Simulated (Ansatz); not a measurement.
# Single-point calculation of CuO2 (part 2 of 2)

The same run, continued: CuO2 (Cmcm, 6 atoms in the cell); DFT r2SCAN+U, scalar-relativistic, plane waves, PAW, Ueff = 4 eV on Cu d, spin-polarised (Ansatz 0.2.0); cutoff 500 eV, 14×14×8 k-mesh, Gaussian smearing of 0.1 eV, collinear spins. The structure derives from a Materials Project entry.

Geometry of the input (Å; fractional positions):
```
1.4126  -5.2107  0.0000
1.4126  5.2107  0.0000
0.0000  0.0000  4.3434
Cu 0.8327  0.1673  0.2500
Cu 0.1673  0.8327  0.7500
O  0.4485  0.5515  0.2500
O  0.5515  0.4485  0.7500
O  0.2110  0.7890  0.2500
O  0.7890  0.2110  0.7500
```

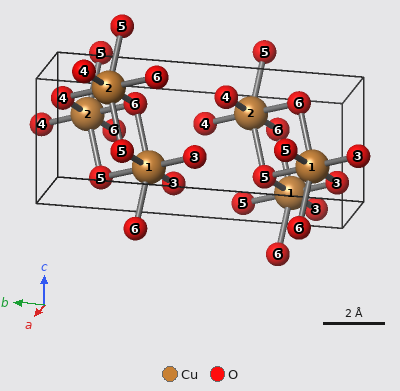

The structure (ball-and-stick view of the cell 2 times as large as that of the calculation, set on its symmetry axes, seen at an oblique angle; bonded neighbours outside the cell are drawn too; atoms are numbered from 1 in the order of the input). An atom can appear more than once, as a periodic image.

```
this state was not tested for a lower state beside it, because the mixer in use, unlike msr1, does not test its closes by its own steps (another_mixer; see scf.mixing.algorithm and scf.lower_state_search)
SCF converged after 24 iterations
Magnetization: 2.0000 μB (32.0000 up, 30.0000 down)
Absolute magnetization: 2.5665 μB (∫|ρ↑−ρ↓|, with the PAW one-centre terms)
Spin contamination: 0.1255 ħ² per cell (⟨S²⟩ above its minimum at these occupations)
Per-site moments (μB) at R_I (Å): [(0.0011207733304602087, 0.7663001259711121), (0.001120773330460284, 0.7663001259711121), (0.5804681596550602, 0.7663001259711121), (0.5804681596550599, 0.7663001259711121), (0.3606408787337563, 0.7831532600912476), (0.36064087873375644, 0.7831532600912476)]
Free energy (F): -15524.445606 eV
Harris-Foulkes:  -15524.445606 eV  (|F-HF|=3.14e-8)
Internal energy: -15524.438341 eV  (E = F + TS)
E sigma→0 (E₀):  -15524.441974 eV
Entropy (-TS):   -0.007265 eV (-1.211 meV/atom)
Fermi energy:    6.868926 eV
--- Per-component energies (eV) ---
  E_band       = -1207.492272
  E_kinetic    = 1279.095322
  E_local      = -12267.411915  (includes V_loc(G=0)·N_el)
  E_nonlocal   = 960.782463
  E_hartree    = 5275.259649
  E_xc         = -455.032665
  E_vxc        = -663.320359  (∫ρ·V_xc dr)
  E_hubbard    = 2.405087  (on-site DFT+U / exact-exchange correction)
  E_vhub       = -31.777856  (the Hubbard potential's part of the band-sum identity)
  E_paw        = -3968.858222  (= ΣΔE_a)
  E_vpaw       = -1080.136761  (= ΣTr[D̂ρ^β])
  E_aug_tail   = 0.004143  (compensation charges beyond the density's cutoff)
  E_vtau       = 44.752923  (kinetic-family band-sum trace: ∫τ·v_τ [+ j·A + Jᵃ·Aᵃ] dr)
  E_ewald      = -6349.952223
  E_core_change = -0.729980  (= ΣΔE_core)
  E_smearing   = -0.007265  (= −TS)
  E_closure    = -0.000000  (closes the sum)
  Σ components = -15524.445606   (vs F -15524.445606, Δ=0.00e0)
--- Forces (eV/Å), atoms counted from 1 ---
  atom   1  Cu     0.00000000     0.12675349     0.00000000
  atom   2  Cu     0.00000000    -0.12675349    -0.00000000
  atom   3  O      0.00000000     0.08022562     0.00000000
  atom   4  O      0.00000000    -0.08022562     0.00000000
  atom   5  O      0.00000000    -0.61099617    -0.00000000
  atom   6  O      0.00000000     0.61099617     0.00000000
  max |Σ_I F_I| component: 1.11e-16 eV/Å
--- Stress (GPa, compression-positive) ---
       -8.369903       0.000000      -0.000000
        0.000000      -5.721638      -0.000000
       -0.000000      -0.000000      -0.443661
  P = ⅓ Tr σ = -4.8451 GPa (-48.451 kbar)
--- Band table (eV; the first three rows and the last of 570) ---
  k-point 0 ↑: bands = ["-109.8394", "-109.8394", "-65.8634", "-65.8621", "-65.7832", "-65.7808", "-65.2325", "-65.2286", "-13.6481", "-12.3864", "-12.2249", "-11.5445", "-0.3098", "-0.2108", "0.2561", "1.3937", "1.4881", "1.5375", "2.1042", "2.1810", "2.3713", "2.5760", "3.0244", "3.7097", "4.3323", "4.7630", "4.7979", "4.9252", "4.9529", "5.3884", "5.5981", "5.7966", "8.1727", "8.4173", "13.5267", "18.1640", "18.6876", "19.3019", "19.5027"]
  k-point 1 ↑: bands = ["-109.8394", "-109.8394", "-65.8634", "-65.8622", "-65.7831", "-65.7809", "-65.2323", "-65.2287", "-13.6023", "-12.4377", "-12.1971", "-11.5672", "-0.3510", "-0.2275", "0.2921", "1.3898", "1.4776", "1.5909", "2.0447", "2.1388", "2.3792", "2.5678", "3.0823", "3.7264", "4.2027", "4.3661", "4.8895", "4.9386", "5.0982", "5.5039", "5.7850", "5.8136", "8.1832", "8.4084", "13.7269", "18.0636", "18.2726", "19.2822", "19.7838"]
  k-point 2 ↑: bands = ["-109.8395", "-109.8394", "-65.8632", "-65.8623", "-65.7829", "-65.7812", "-65.2319", "-65.2291", "-13.4711", "-12.5818", "-12.1180", "-11.6336", "-0.4146", "-0.2728", "0.3882", "1.3826", "1.4506", "1.7135", "1.7767", "2.0648", "2.4016", "2.5452", "3.2408", "3.7584", "3.7676", "4.4574", "4.8846", "4.8938", "5.1290", "5.4978", "5.8807", "6.2407", "8.2122", "8.3830", "14.2861", "17.6706", "17.8494", "18.8112", "20.4193"]
  k-point 284 ↓: bands = ["-109.8605", "-109.8605", "-66.0253", "-66.0253", "-65.9951", "-65.9951", "-64.8917", "-64.8917", "-11.9860", "-11.9860", "-10.8879", "-10.8879", "0.4246", "0.4246", "0.8758", "0.8758", "1.3777", "1.3777", "2.4987", "2.4987", "2.5609", "2.5609", "4.0046", "4.0046", "4.7645", "4.7645", "5.2094", "5.2094", "7.1059", "7.1059", "7.4533", "7.4533", "8.3977", "8.3977", "17.4667", "17.4667", "17.7538", "17.7538", "22.8320"]
Occupation matrices written to [file]
--- Löwdin populations: 6 sites ---
  site symbol       q [e]    m [muB]
     0     Cu     17.6483    -0.0522
     1     Cu     17.6483    -0.0522
     2      O      6.4944     0.6632
     3      O      6.4944     0.6632
     4      O      6.7078     0.4048
     5      O      6.7078     0.4048
  spilling = 0.004823 (of n_electrons = 62.000000)
```

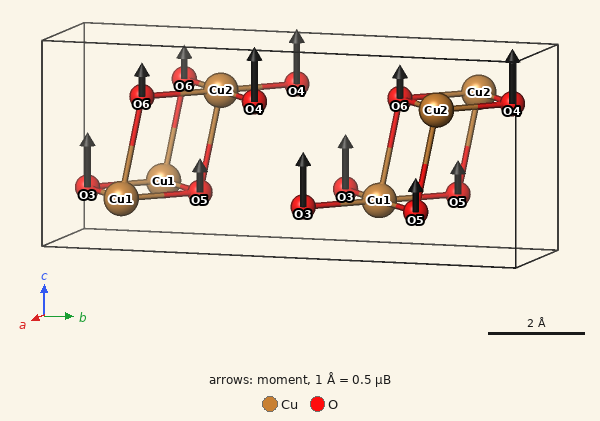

Magnetic moments of the sites as black arrows (ball-and-stick view of the cell 2 times as large as that of the calculation, set on its symmetry axes, seen slightly off an axis; atoms are numbered from 1 in the order of the input); small moments hardly show. The run is collinear, so the axis drawn is arbitrary. Site moments: O3, O4 (0.58 μB); O5, O6 (0.36 μB). They are counted near the atoms and needn't add up to the moment of the cell.

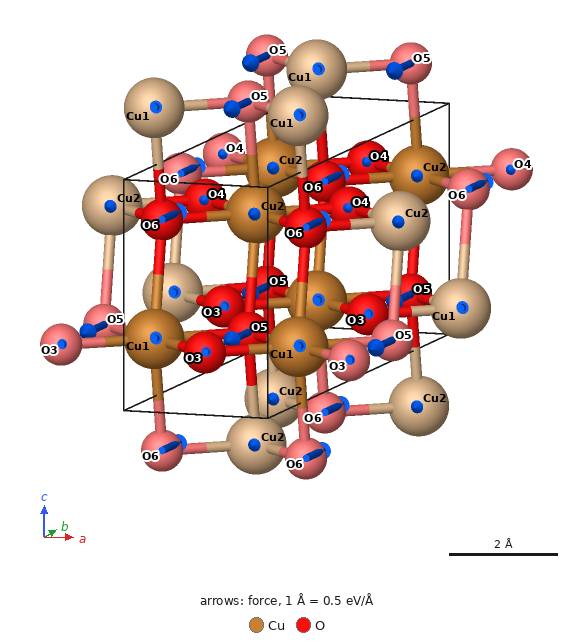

Forces on the atoms as blue arrows (ball-and-stick view of the cell 2 times as large as that of the calculation, set on its symmetry axes, seen slightly off an axis; neighbours outside the cell are drawn fainter; atoms are numbered from 1 in the order of the input). The largest act on O5, O6 (0.61 eV/Å). The geometry is not a stationary point of this energy.

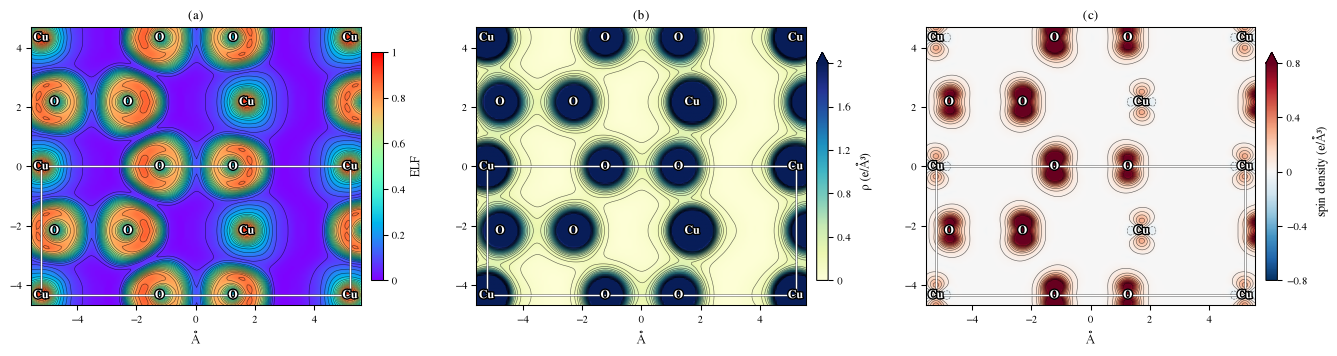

(a) ELF; (b) valence pseudo-density; (c) magnetisation density (up minus down) on the (100) plane of the conventional cell. Away from the nuclei the density in this plane falls to 0.02 e/Å³ at its lowest. The strong features right at Cu lie inside the PAW spheres (semicore, d or f shells) and say nothing about bonding. The cell of the calculation (6 atoms) carries 2.0 μB net. Core electrons are frozen (PAW), so the fields are smoothed inside the atomic spheres.

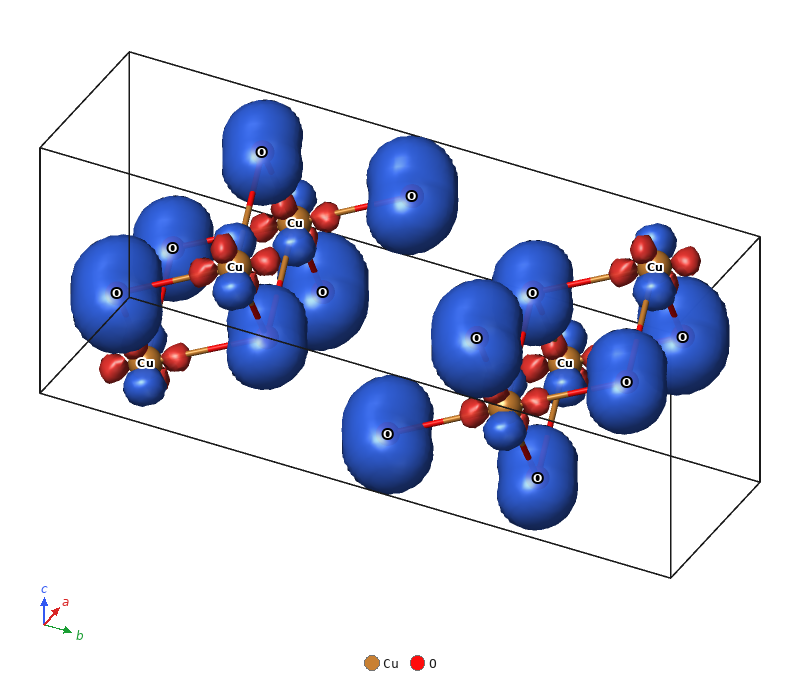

Isosurfaces of the spin density (up minus down) at +0.08 (blue) and −0.08 e/Å³ (red), seen at an oblique angle. Sticks mark near contacts. The outline is the cell set on symmetry axes. The cell of the calculation (6 atoms) carries 2.0 μB net.

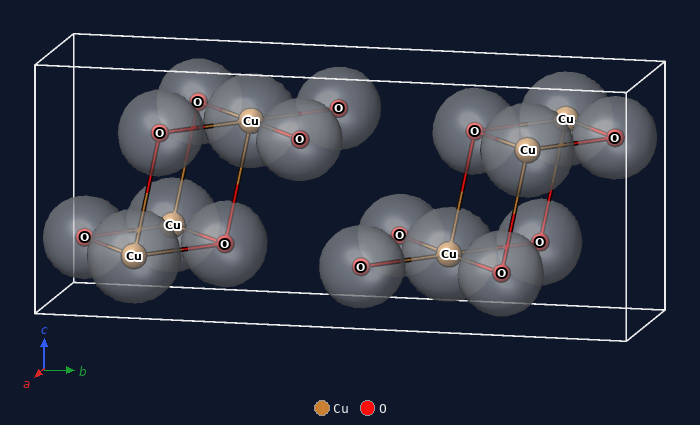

Isosurface of the valence pseudo-density at 1 e/Å³ (grey), seen slightly off an axis. Sticks mark near contacts. The outline is the cell set on symmetry axes. At this value the density breaks into separate islands; it holds about 80 % of the electrons treated as valence (semicore included). It is pinched off along the Cu–O (1.86 Å) and Cu–O (1.90 Å) contacts. On the grid the lowest density along these lines, outside the cores, is 0.84 e/Å³ (Cu–O, 1.86 Å) and 0.76 e/Å³ (Cu–O, 1.90 Å).

## Results in brief

| quantity | value |
| --- | --- |
| outcome | converged |
| space group (tolerance 0.01 Å) | Cmcm (63) |
| electrons treated | 62 |
| free energy | −15524.4456 eV |
| Fermi energy | 6.869 eV |
| gap on the k-point mesh | none (metallic) |
| net moment of the cell | 2.00 μB |
| integrated absolute moment | 2.57 μB |
| pressure | −4.85 GPa |
| largest force (length of the vector) | 0.611 eV/Å |
| wall time | 3.6 min |
| peak memory | 2.1 GiB |

## Remarks

The electronic state found may not be the lowest one. The program warns: the state was not tested for a lower one.
